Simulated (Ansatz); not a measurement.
WS

Input

```
crystal:
  lattice:
    - [0.0, 2.7432079006, 2.7432079006]
    - [2.7432079006, 0.0, 2.7432079006]
    - [2.7432079006, 2.7432079006, 0.0]
  atoms:
    - { symbol: W, position: [0.0, 0.0, 0.0], spin: 3.28 }
    - { symbol: S, position: [0.5, 0.5, 0.5], spin: -0.17 }
basis:
  ecutwfc: 420
kpoints:
  mp_grid: { grid: [14, 14, 14] }
hamiltonian:
  xc: pbe
  hubbard: { sites: [{ species: W, l: d, u_eff: 6.2 }] }
scf:
  occupations: { method: gaussian, width: 0.1 }
output:
  forces: true
  stress: true
  eigenvalues: true
  populations: true
  write_density: true
  write_potential: true
  elf: true
  volumetric_format: npy
magnetization:
  spin_polarized: true
relax:
  adjacent_minimum: "off"
  f_tol: 0.01
  max_steps: 80
  cell: { stress_tol: 0.05 }
```

Launched as:

```sh
ansatz run input.yaml --threads 1 --pin off --max-ram 2560MiB --backend cpu --events-out ev --progress --plain --runs-dir out
```

Below, planes, directions and counts refer to the conventional cell (a = 5.48 Å, b = 5.48 Å, c = 5.48 Å, α = 90.00°, β = 90.00°, γ = 90.00°).

Space group Fm-3m; started from the rock salt prototype, which need not be the ambient phase; Hubbard U of 6.2 eV on W d only; spin-polarised.

The calculation used Ansatz, DFT PBE+U, scalar-relativistic, plane waves, PAW.

Predict the valence pseudo-density, electron localisation function and spin density between the atoms.

Answer. W–S (2.74 Å): ρ is about 0.32 e/Å³ halfway; the ELF peaks at about 0.85 in the valence shell of S, 0.8 Å from its nucleus, and is about 0.40 at the midpoint.
The spin density sits on W: +3.0 μB (×4) in one cell of 8 atoms, with smaller moments on other sites: S (up to −0.14 μB): parallel main moments, as they must be, since the calculation's own cell holds one magnetic site. The cell of the calculation (2 atoms) carries 4.0 μB of net spin moment.

Metal or insulator at this level of theory?

Answer. It is gapless in this calculation (a metal or semimetal); semilocal functionals without U, or without the true magnetic order, often close the gap of such compounds.

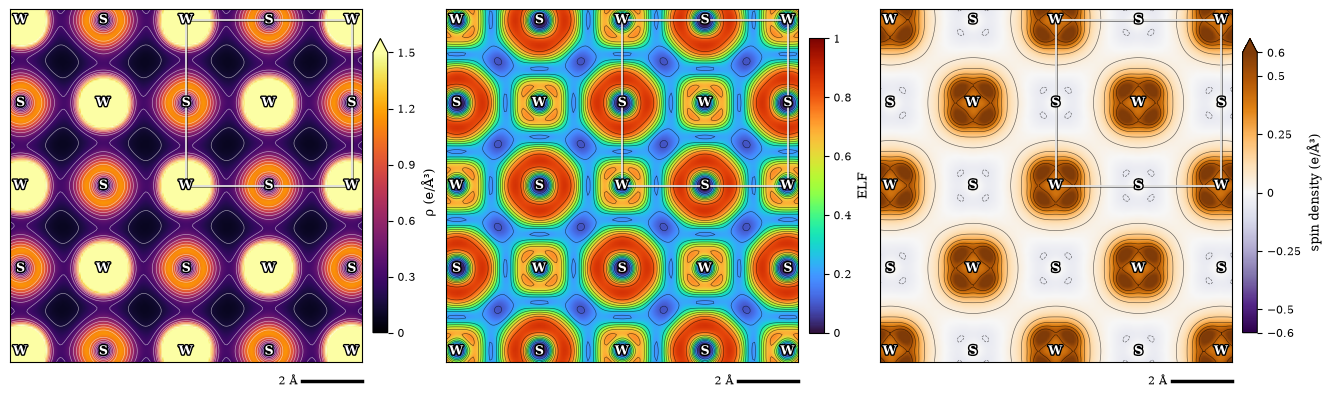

Computed valence pseudo-density, electron localisation function and spin density on the (100) plane of the conventional cell, in this order. 

In a PAW calculation such maps are meaningful between the atoms, not at the nuclei.
